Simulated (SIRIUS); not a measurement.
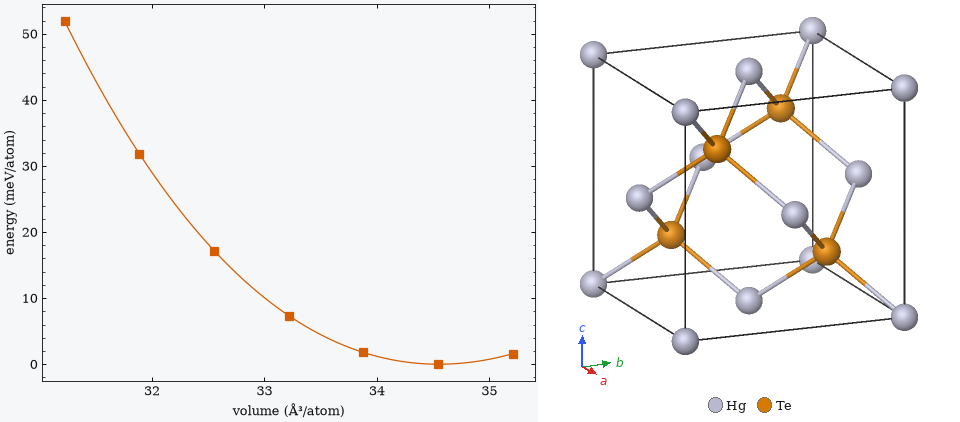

The plot gives the computed energy against volume for HgTe, space group F-43m (No. 216). The conventional cell is drawn beside the plot.

The given structure:
```yaml
crystal:
  lattice:
    - [0.00000, 3.21450, 3.21450]
    - [3.21450, 0.00000, 3.21450]
    - [3.21450, 3.21450, 0.00000]
  atoms:
    - { symbol: Hg, position: [0.00000, 0.00000, 0.00000] }
    - { symbol: Te, position: [0.75000, 0.75000, 0.75000] }
```

Method: plane-wave DFT, no spin polarisation; energies at scaled volumes of the given cell, shape and fractions fixed, counted from the fit's minimum, third-order Birch-Murnaghan fit (SIRIUS 7.12.0). Level: PBEsol.

k mesh 7×7×7; occupations Fermi–Dirac; smearing width 0.05 eV; potentials dojo sr pbesol 0.4.1 standard; wave cutoff 1102 eV; density cutoff 4408 eV.

This calculation gives: equilibrium volume 34.55 Å³/atom and bulk modulus 42.2 GPa.

Now Hg is replaced by Be on all its sites, which gives BeTe in the same structure. The second calculation uses wave cutoff 1202.199 eV and k mesh 8×8×8. What happens?

The equilibrium volume falls from 34.55 to 22.06 Å³/atom (−36 %) and the bulk modulus rises from 42.2 to 60.5 GPa (+43 %).

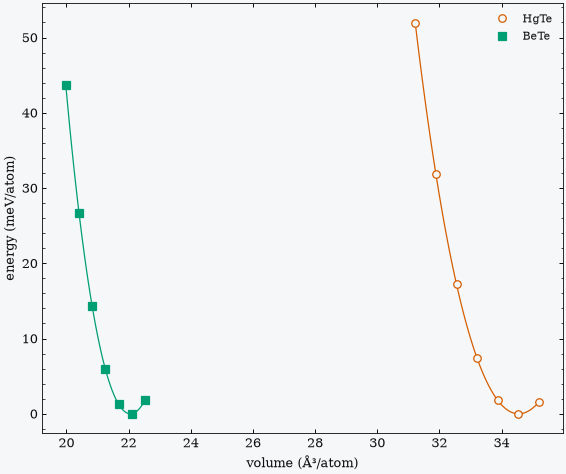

The two results together.

For HgTe, limits of the calculation: spin-orbit coupling left out, heavy elements.

V0 and the bulk modulus come from third-order Birch–Murnaghan fits.
